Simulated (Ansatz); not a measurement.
# Geometry relaxation of C₁₃H₄Si₁₂ (part 2 of 4)

Continued. System: C₁₃H₄Si₁₂ (slab, 29 atoms in the cell). Method: DFT PBE+D3(BJ), scalar-relativistic, plane waves, PAW, no spin polarisation (Ansatz 0.2.0); cutoff 420 eV, 3×3×1 k-mesh, Gaussian smearing of 0.05 eV. The structure derives from an entry of the Crystallography Open Database. The input holds or restrains some coordinates. It belongs to a series of runs on one base structure; here: 1 CH4 a cell, inverted, over a bridge C-Si site.

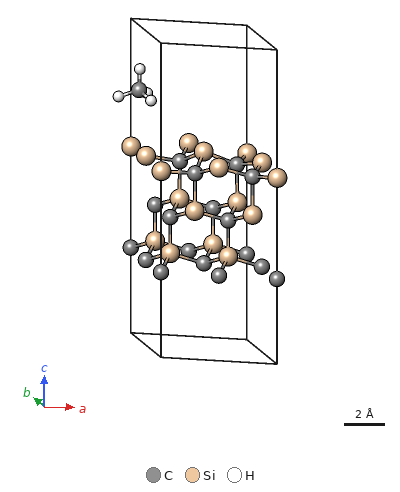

Fig. 1: The geometry at step 9 of the log (ball-and-stick view of the cell of the calculation, with the vacuum cut short, seen slightly off an axis).

### Log, continued
```
SCF iter   1: F=—  HF=-10951.432599 eV  |F-HF|=—  |Δ(HF+E_count)|=         —  Δρ=6.77e-3  dr2=2.19e-1  ethr=2.08e-4  p=0.544 e·Å  D=1.18e-1 V/Å  ΔV_dip=-3.00 eV  dr2_dipole=6.17e-4  V_vac-E_F(+/−)=3.72/6.73 eV  ⟨swp⟩=1.6  Hψ=1579  notcnv=0  defer=112
efield: sawtooth ramp at fractional position 0.9871 (handed on by an earlier solve), width 0.0400; the density the first Hamiltonian is built on has a dipole p = 0.544 e·Å; the dipole correction subtracts the counter field D = 1.18e-1 V/Å, which shifts the + side's vacuum level by -3.00 eV against the − side's; the planar-averaged density in the ramp window peaks in size at 9.7e-7 e/Å³
preconditioner: auto → LDOS  [insulator: Δε(μ)=0.101 eV  Ē_g=10.918 eV  σ=0.050 eV  W_gap=0.73  n_scr=92 (ndim 8)  ℏωp=13.1 eV  f_vac=0.575  D(μ)=10.58/eV (n_scr^D=54)  ε∞_Penn≈2.4  β→1.0]
SCF iter   2: F=—  HF=-10951.445170 eV  |F-HF|=—  |Δ(HF+E_count)|=   1.26e-2  Δρ=3.21e-3  dr2=2.35e-1  ethr=2.08e-4  p=0.472 e·Å  D=1.02e-1 V/Å  ΔV_dip=-2.61 eV  dr2_dipole=2.44e-4  V_vac-E_F(+/−)=4.12/6.73 eV  ⟨swp⟩=3.0  Hψ=723  notcnv=0  defer=112
SCF iter   3: F=—  HF=-10951.399083 eV  |F-HF|=—  |Δ(HF+E_count)|=   4.61e-2  Δρ=1.32e-3  dr2=4.04e-2  ethr=2.08e-4  p=0.524 e·Å  D=1.14e-1 V/Å  ΔV_dip=-2.90 eV  dr2_dipole=1.95e-4  V_vac-E_F(+/−)=3.83/6.73 eV  ⟨swp⟩=2.8  Hψ=690  notcnv=0  defer=114
SCF iter   4: F=—  HF=-10951.392715 eV  |F-HF|=—  |Δ(HF+E_count)|=   6.37e-3  Δρ=3.01e-4  dr2=1.11e-3  ethr=3.88e-5  p=0.531 e·Å  D=1.15e-1 V/Å  ΔV_dip=-2.93 eV  dr2_dipole=2.77e-5  V_vac-E_F(+/−)=3.79/6.73 eV  ⟨swp⟩=2.0  Hψ=480  notcnv=0  defer=114
SCF iter   5: F=—  HF=-10951.392593 eV  |F-HF|=—  |Δ(HF+E_count)|=   1.22e-4  Δρ=1.17e-4  dr2=9.22e-4  ethr=1.07e-6  p=0.529 e·Å  D=1.15e-1 V/Å  ΔV_dip=-2.92 eV  dr2_dipole=3.27e-4  V_vac-E_F(+/−)=3.80/6.73 eV  ⟨swp⟩=2.0  Hψ=534  notcnv=0  defer=114
SCF iter   6: F=—  HF=-10951.392573 eV  |F-HF|=—  |Δ(HF+E_count)|=   1.96e-5  Δρ=6.18e-5  dr2=2.04e-4  ethr=8.87e-7  p=0.528 e·Å  D=1.15e-1 V/Å  ΔV_dip=-2.92 eV  dr2_dipole=6.54e-5  V_vac-E_F(+/−)=3.81/6.73 eV  ⟨swp⟩=1.0  Hψ=290  notcnv=0  defer=114
SCF iter   7: F=—  HF=-10951.392571 eV  |F-HF|=—  |Δ(HF+E_count)|=   1.95e-6  Δρ=3.37e-5  dr2=5.40e-5  ethr=1.96e-7  p=0.528 e·Å  D=1.15e-1 V/Å  ΔV_dip=-2.92 eV  dr2_dipole=1.84e-5  V_vac-E_F(+/−)=3.81/6.73 eV  ⟨swp⟩=1.2  Hψ=291  notcnv=0  defer=114
SCF iter   8: F=-10951.392566 eV  HF=-10951.392574 eV  |F-HF|=7.79e-6  |Δ(HF+E_count)|=   2.22e-6  Δρ=1.77e-5  dr2=9.30e-6  ethr=1.63e-8  p=0.528 e·Å  D=1.15e-1 V/Å  ΔV_dip=-2.92 eV  dr2_dipole=2.38e-6  V_vac-E_F(+/−)=3.81/6.73 eV  ⟨swp⟩=31.0  Hψ=4763  notcnv=0
SCF 2 converged in 8 iterations: F = -10951.392566 eV  dr2 = 9.30e-6
  greatest PAW one-centre occupation: 0.667 electrons in one spin orbital (limit 2), on the C atom at site 2 (counted from 0), in its partial waves of l = 0
relax step   2: F+E_penalty+E_count = -10951.39256576 eV  Δ(F+E_penalty+E_count) = -3.409e-2 eV  max|allowed force component| = 3.535e-1 eV/Å  Δτ_max = 0.1949 Å  (8 SCF iters, dr2 threshold 1.69e-5 eV, accepted)
[... from here on the SCF iterations and repeated set-up lines of each step are left out, up to the last step ...]
SCF 3 converged in 8 iterations: F = -10951.420129 eV  dr2 = 1.30e-6
relax step   3: F+E_penalty+E_count = -10951.42012903 eV  Δ(F+E_penalty+E_count) = -2.756e-2 eV  max|allowed force component| = 4.557e-1 eV/Å  Δτ_max = 0.1267 Å  (8 SCF iters, dr2 threshold 7.81e-6 eV, accepted)
SCF 4 converged in 9 iterations: F = -10951.481194 eV  dr2 = 3.67e-5
relax step   4: F+E_penalty+E_count = -10951.48119382 eV  Δ(F+E_penalty+E_count) = -6.106e-2 eV  max|allowed force component| = 7.397e-1 eV/Å  Δτ_max = 0.2000 Å  (9 SCF iters, dr2 threshold 9.57e-5 eV, accepted)
SCF 5 converged in 8 iterations: F = -10951.517351 eV  dr2 = 5.64e-5
relax step   5: F+E_penalty+E_count = -10951.51735130 eV  Δ(F+E_penalty+E_count) = -3.616e-2 eV  max|allowed force component| = 4.524e-1 eV/Å  Δτ_max = 0.1948 Å  (8 SCF iters, dr2 threshold 1.00e-4 eV, accepted)
SCF 6 converged in 6 iterations: F = -10951.543613 eV  dr2 = 4.54e-5
relax step   6: F+E_penalty+E_count = -10951.54361324 eV  Δ(F+E_penalty+E_count) = -2.626e-2 eV  max|allowed force component| = 1.139e-1 eV/Å  Δτ_max = 0.2000 Å  (6 SCF iters, dr2 threshold 7.65e-5 eV, accepted)
SCF 7 converged in 11 iterations: F = -10951.548135 eV  dr2 = 3.40e-8
relax step   7: F+E_penalty+E_count = -10951.54813499 eV  Δ(F+E_penalty+E_count) = -4.522e-3 eV  max|allowed force component| = 3.787e-2 eV/Å  Δτ_max = 0.1203 Å  (11 SCF iters, accepted)
SCF 8 converged in 11 iterations: F = -10951.550274 eV  dr2 = 3.42e-8
relax step   8: F+E_penalty+E_count = -10951.55027409 eV  Δ(F+E_penalty+E_count) = -2.139e-3 eV  max|allowed force component| = 1.005e-1 eV/Å  Δτ_max = 0.1252 Å  (11 SCF iters, accepted)
SCF 9 converged in 11 iterations: F = -10951.553371 eV  dr2 = 4.86e-8
relax step   9: F+E_penalty+E_count = -10951.55337091 eV  Δ(F+E_penalty+E_count) = -3.097e-3 eV  max|allowed force component| = 1.492e-1 eV/Å  Δτ_max = 0.1322 Å  (11 SCF iters, accepted)
SCF 10 converged in 8 iterations: F = -10951.559387 eV  dr2 = 1.70e-6
relax step  10: F+E_penalty+E_count = -10951.55938736 eV  Δ(F+E_penalty+E_count) = -6.016e-3 eV  max|allowed force component| = 1.921e-1 eV/Å  Δτ_max = 0.1953 Å  (8 SCF iters, dr2 threshold 2.23e-5 eV, accepted)
SCF 11 converged in 7 iterations: F = -10951.565906 eV  dr2 = 3.09e-5
relax step  11: F+E_penalty+E_count = -10951.56590603 eV  Δ(F+E_penalty+E_count) = -6.519e-3 eV  max|allowed force component| = 1.818e-1 eV/Å  Δτ_max = 0.1950 Å  (7 SCF iters, dr2 threshold 3.69e-5 eV, accepted)
SCF 12 converged in 8 iterations: F = -10951.570141 eV  dr2 = 9.11e-6
relax step  12: F+E_penalty+E_count = -10951.57014121 eV  Δ(F+E_penalty+E_count) = -4.235e-3 eV  max|allowed force component| = 1.171e-1 eV/Å  Δτ_max = 0.1942 Å  (8 SCF iters, dr2 threshold 2.96e-5 eV, accepted)
SCF 13 converged in 8 iterations: F = -10951.571209 eV  dr2 = 2.58e-6
relax step  13: F+E_penalty+E_count = -10951.57120867 eV  Δ(F+E_penalty+E_count) = -1.067e-3 eV  max|allowed force component| = 5.005e-2 eV/Å  Δτ_max = 0.0386 Å  (8 SCF iters, dr2 threshold 5.69e-6 eV, accepted)
SCF 14 converged in 10 iterations: F = -10951.572360 eV  dr2 = 1.77e-8
relax step  14: F+E_penalty+E_count = -10951.57236040 eV  Δ(F+E_penalty+E_count) = -1.152e-3 eV  max|allowed force component| = 1.904e-2 eV/Å  Δτ_max = 0.0413 Å  (10 SCF iters, accepted)
SCF 15 converged in 10 iterations: F = -10951.572759 eV  dr2 = 8.74e-8
relax step  15: F+E_penalty+E_count = -10951.57275882 eV  Δ(F+E_penalty+E_count) = -3.984e-4 eV  max|allowed force component| = 2.571e-2 eV/Å  Δτ_max = 0.0893 Å  (10 SCF iters, accepted)
SCF iter   1: F=—  HF=-10951.575570 eV  |F-HF|=—  |Δ(HF+E_count)|=         —  Δρ=2.04e-3  dr2=1.77e-2  ethr=2.40e-4  p=0.516 e·Å  D=1.12e-1 V/Å  ΔV_dip=-2.85 eV  dr2_dipole=9.63e-4  V_vac-E_F(+/−)=3.86/6.71 eV  ⟨swp⟩=2.6  Hψ=831  notcnv=0  defer=107
efield: sawtooth ramp at fractional position 0.9871 (handed on by an earlier solve), width 0.0400; the density the first Hamiltonian is built on has a dipole p = 0.516 e·Å; the dipole correction subtracts the counter field D = 1.12e-1 V/Å, which shifts the + side's vacuum level by -2.85 eV against the − side's; the planar-averaged density in the ramp window peaks in size at 1.2e-6 e/Å³
preconditioner: auto → LDOS  [insulator: Δε(μ)=0.071 eV  Ē_g=10.988 eV  σ=0.050 eV  W_gap=0.55  n_scr=92 (ndim 8)  ℏωp=13.1 eV  f_vac=0.584  D(μ)=10.47/eV (n_scr^D=54)  ε∞_Penn≈2.4  β→1.0]
SCF iter   2: F=—  HF=-10951.575281 eV  |F-HF|=—  |Δ(HF+E_count)|=   2.90e-4  Δρ=8.51e-4  dr2=5.61e-2  ethr=1.71e-5  p=0.525 e·Å  D=1.14e-1 V/Å  ΔV_dip=-2.90 eV  dr2_dipole=2.15e-2  V_vac-E_F(+/−)=3.81/6.71 eV  ⟨swp⟩=3.0  Hψ=673  notcnv=0  defer=107
SCF iter   3: F=—  HF=-10951.576238 eV  |F-HF|=—  |Δ(HF+E_count)|=   9.57e-4  Δρ=1.27e-3  dr2=1.97e-1  ethr=1.71e-5  p=0.507 e·Å  D=1.10e-1 V/Å  ΔV_dip=-2.80 eV  dr2_dipole=7.74e-2  V_vac-E_F(+/−)=3.90/6.70 eV  ⟨swp⟩=2.0  Hψ=455  notcnv=0  defer=107  recentre
SCF iter   4: F=—  HF=-10951.573010 eV  |F-HF|=—  |Δ(HF+E_count)|=   3.23e-3  Δρ=1.28e-4  dr2=8.31e-4  ethr=1.71e-5  p=0.517 e·Å  D=1.12e-1 V/Å  ΔV_dip=-2.86 eV  dr2_dipole=2.84e-4  V_vac-E_F(+/−)=3.85/6.71 eV  ⟨swp⟩=1.6  Hψ=303  notcnv=0  defer=107
SCF iter   5: F=—  HF=-10951.572996 eV  |F-HF|=—  |Δ(HF+E_count)|=   1.44e-5  Δρ=4.15e-5  dr2=5.02e-5  ethr=7.99e-7  p=0.517 e·Å  D=1.12e-1 V/Å  ΔV_dip=-2.85 eV  dr2_dipole=7.82e-6  V_vac-E_F(+/−)=3.85/6.71 eV  ⟨swp⟩=2.0  Hψ=416  notcnv=0  defer=107
SCF iter   6: F=—  HF=-10951.573059 eV  |F-HF|=—  |Δ(HF+E_count)|=   6.30e-5  Δρ=1.09e-5  dr2=3.05e-6  ethr=4.83e-8  p=0.517 e·Å  D=1.12e-1 V/Å  ΔV_dip=-2.85 eV  dr2_dipole=7.46e-7  V_vac-E_F(+/−)=3.85/6.71 eV  ⟨swp⟩=1.8  Hψ=461  notcnv=0  defer=107
SCF iter   7: F=—  HF=-10951.573059 eV  |F-HF|=—  |Δ(HF+E_count)|=   5.13e-7  Δρ=6.23e-6  dr2=1.75e-6  ethr=2.93e-9  p=0.517 e·Å  D=1.12e-1 V/Å  ΔV_dip=-2.85 eV  dr2_dipole=4.06e-7  V_vac-E_F(+/−)=3.85/6.71 eV  ⟨swp⟩=2.0  Hψ=544  notcnv=0  defer=107
SCF iter   8: F=—  HF=-10951.573059 eV  |F-HF|=—  |Δ(HF+E_count)|=   8.35e-8  Δρ=2.22e-6  dr2=1.92e-7  ethr=1.68e-9  p=0.517 e·Å  D=1.12e-1 V/Å  ΔV_dip=-2.85 eV  dr2_dipole=4.47e-8  V_vac-E_F(+/−)=3.85/6.71 eV  ⟨swp⟩=1.8  Hψ=396  notcnv=0  defer=107
SCF iter   9: F=-10951.573059 eV  HF=-10951.573059 eV  |F-HF|=4.26e-8  |Δ(HF+E_count)|=   3.39e-8  Δρ=9.73e-7  dr2=1.79e-8  ethr=9.62e-11  p=0.517 e·Å  D=1.12e-1 V/Å  ΔV_dip=-2.85 eV  dr2_dipole=2.33e-9  V_vac-E_F(+/−)=3.85/6.71 eV  ⟨swp⟩=23.6  Hψ=3987  notcnv=0
SCF 16 converged in 9 iterations: F = -10951.573059 eV  dr2 = 1.79e-8
relax step  16: F+E_penalty+E_count = -10951.57305904 eV  Δ(F+E_penalty+E_count) = -3.002e-4 eV  max|allowed force component| = 3.950e-2 eV/Å  Δτ_max = 0.0642 Å  (9 SCF iters, accepted)
WARN: The output density's exchange-correlation potential varies sharply where the density is thin. Do not read a vacuum level from v_tot or v_xc, or from such a field of the output density. On a cell that repeats whose density bears no net charge and no dipole along the vacuum's axis use v_es (v_loc + v_h of the components); under efield.dipole_correction with no amplitude use v_es + v_field, which holds any external_charges[].barrier, or the levels of the report's work_function block, which leave it out; under a non-zero efield.amplitude the vacuum is tilted and has no level; on a cell that repeats and bears such a dipole with no correction it is tilted too, and efield.dipole_correction with no amplitude gives each side of its ramp a level where efield: is served; in a cell that repeats whose density bears a net charge (total_charge, or a fill off its count) it is curved and has none; of a slab under crystal.periodic whose density bears no net charge use v_es, which has a level on each side, short of where the two are joined; of another it falls or rises all the way out and has none; of a slab beside external_charges read slab_vacuum_level instead, which it has where they leave it neutral. The grid or the basis barely resolves most such structure, and the values can differ between equally converged runs; as a rule a tighter scf.convergence.dr2_threshold does not remove it. Where the density itself ripples (under the LDA too) a higher basis.ecutwfc lessens it. The files hold the spikes' plane waves up to the density's cutoff. Files: v_tot_of_output_density and the like, and their columns of v_z.tsv (output.write_potential); v_xc_of_output_density and the like, and their columns of v_comp_z.tsv (output.write_potential_components). Measured: with its Gaussian average of σ = 0.25 Å subtracted twice, the exchange-correlation potential is over 0.1 eV at 278 of the grid points where the equally averaged density (valence and model cores) is under 1e-3 e/Å³, and 0.500 eV at the most among them, at an averaged density of 8.3e-4 e/Å³. The input density's (outcome.potential() and, of a run that writes arrays, v_tot and v_xc) is over 0.1 eV, so measured, at 282 points of its own thin density, 0.500 eV at the most. See output.write_potential in the manual, Limitations
SCF converged after 9 iterations
Free energy (F): -10951.573059 eV
Harris-Foulkes:  -10951.573059 eV  (|F-HF|=4.26e-8)
Internal energy: -10951.559956 eV  (E = F + TS)
E sigma→0 (E₀):  -10951.566507 eV
Entropy (-TS):   -0.013103 eV (-0.452 meV/atom)
Fermi energy:    -0.209319 eV
Dipole field:    D = 0.112216 V/Å  (p = 0.516444 e·Å, saw-weighted, corrected)
Work function:   Φ+ = 3.8524 eV   Φ− = 6.7054 eV
Levels:          The Fermi level and band energies are counted from a zero that moves with the ramp; work functions are not
--- Per-component energies (eV) ---
  E_band       = -707.013831
  E_kinetic    = 1743.837119
  E_local      = -57349.244076  (includes V_loc(G=0)·N_el)
  E_nonlocal   = 662.306994
  E_hartree    = 27866.504431
  E_xc         = -1336.881277
  E_vxc        = -1399.984759  (∫ρ·V_xc dr)
  E_paw        = -7443.560825  (= ΣΔE_a)
  E_vpaw       = -116.321261  (= ΣTr[D̂ρ^β])
  E_aug_tail   = -0.005305  (compensation charges beyond the density's cutoff)
  E_efield     = 0.028977  (sawtooth field / dipole correction)
  E_vefield    = 19.390089  (∫n·V_field dr)
  E_ewald      = 24911.286376
  E_disp       = -5.832369  (pairwise vdW)
  E_smearing   = -0.013103  (= −TS)
  E_closure    = -0.000000  (closes the sum)
  Σ components = -10951.573059   (vs F -10951.573059, Δ=0.00e0)
--- Forces (eV/Å), atoms counted from 1 ---
  atom   1  C      0.12408961     0.10977251     2.20695687
  atom   2  C      0.16144888     0.05085333     2.20211849
  atom   3  C     -0.07439826    -0.04832317     2.11979928
  atom   4  C     -0.11384494    -0.05913561     2.13432814
  atom   5  Si     0.02193693    -0.00137883    -3.17837527
  atom   6  Si     0.01287449     0.02136308    -3.17840582
  atom   7  Si    -0.02034086    -0.01361934    -3.16105641
  atom   8  Si    -0.00604221    -0.00078081    -3.11182454
  atom   9  C     -0.23507769    -0.14098786     1.04701061
  atom  10  C     -0.16198609    -0.09623512     1.09114323
  atom  11  C      0.17279771     0.04479264     0.91525058
  atom  12  C      0.12026915     0.13224821     0.91177570
  atom  13  Si     0.00220771    -0.00066643    -0.00683188
  atom  14  Si     0.00500277     0.00354043    -0.00906273
  atom  15  Si    -0.00276481    -0.00594210    -0.00088735
  atom  16  Si    -0.00755458     0.00155458     0.00509872
  atom  17  C     -0.00124250    -0.01636259    -0.00745124
  atom  18  C     -0.01417655     0.01450495     0.00076043
  atom  19  C      0.00747181    -0.00154561     0.00000679
  atom  20  C      0.00832282     0.01098447     0.00476973
  atom  21  Si     0.01472395    -0.00158484     0.00626640
  atom  22  Si     0.01358462     0.01551920    -0.01063299
  atom  23  Si    -0.01482024    -0.02362331     0.00247300
  atom  24  Si    -0.01142147     0.00434098     0.01523866
  atom  25  C     -0.00424178    -0.01269458    -0.03672545
  atom  26  H      0.03949825     0.01789730     0.01691821
  atom  27  H     -0.00252642    -0.03393203     0.00719434
  atom  28  H      0.00252938    -0.00225285    -0.00021683
  atom  29  H     -0.03631487     0.03169170     0.01445472
  max |Σ_I F_I| component: 9.34e-5 eV/Å
--- Band table (eV; the first three rows and the last of 5) ---
  k-point 0: bands = ["-16.6040", "-15.1408", "-13.6958", "-13.4705", "-13.3445", "-13.2559", "-12.9522", "-12.6429", "-12.5735", "-12.5257", "-10.5299", "-10.5257", "-10.5143", "-9.9852", "-9.8141", "-9.5521", "-8.7773", "-8.7502", "-8.7310", "-8.3932", "-7.4601", "-7.4507", "-7.4475", "-6.1871", "-6.1665", "-6.0990", "-5.1311", "-5.0238", "-4.9710", "-4.9216", "-4.7042", "-4.5997", "-4.4057", "-4.0558", "-4.0337", "-4.0136", "-3.6119", "-3.5717", "-3.5143", "-2.7732", "-2.6767", "-2.0041", "-1.9955", "-1.6753", "-1.6687", "-1.6685", "-1.2978", "-0.5899", "-0.5554", "-0.5140", "-0.2612", "-0.2433", "-0.2173", "-0.1459", "-0.1455", "0.6731", "1.3630", "1.3906", "1.7720", "2.7985", "2.8330", "2.8468", "3.1633", "3.7519", "3.8149", "3.8939", "3.9244", "4.2058", "4.7578", "4.8764", "4.9913", "5.2429", "5.4699", "5.6843", "5.6990", "5.7697", "5.9833", "6.0232", "6.1669", "6.1999", "6.3818"]
  k-point 1: bands = ["-16.1335", "-14.8029", "-14.6933", "-13.7162", "-13.6069", "-13.5794", "-13.3953", "-12.5471", "-12.5456", "-12.5024", "-11.2882", "-10.4510", "-10.4436", "-9.1970", "-9.1530", "-8.4056", "-8.3749", "-8.2496", "-8.0082", "-7.5616", "-6.7938", "-6.7876", "-6.3622", "-6.2443", "-6.1567", "-6.1232", "-5.9917", "-5.9037", "-5.2491", "-5.1588", "-5.0622", "-5.0234", "-4.9042", "-4.8587", "-4.3099", "-4.2304", "-3.8457", "-3.7502", "-3.7252", "-3.6003", "-3.3354", "-3.2306", "-2.8247", "-2.8149", "-2.4590", "-1.9575", "-1.3546", "-0.8668", "-0.6033", "-0.5979", "-0.3942", "-0.3860", "-0.0884", "-0.0303", "0.3906", "1.0340", "1.9171", "2.6713", "2.7834", "3.3450", "3.5070", "3.6477", "3.9622", "4.0384", "4.4248", "4.4543", "4.6181", "4.7542", "4.8302", "4.9337", "5.3277", "5.4597", "5.5582", "5.7177", "5.8660", "6.1653", "6.2520", "6.3036", "6.4112", "6.5905", "6.6107"]
```
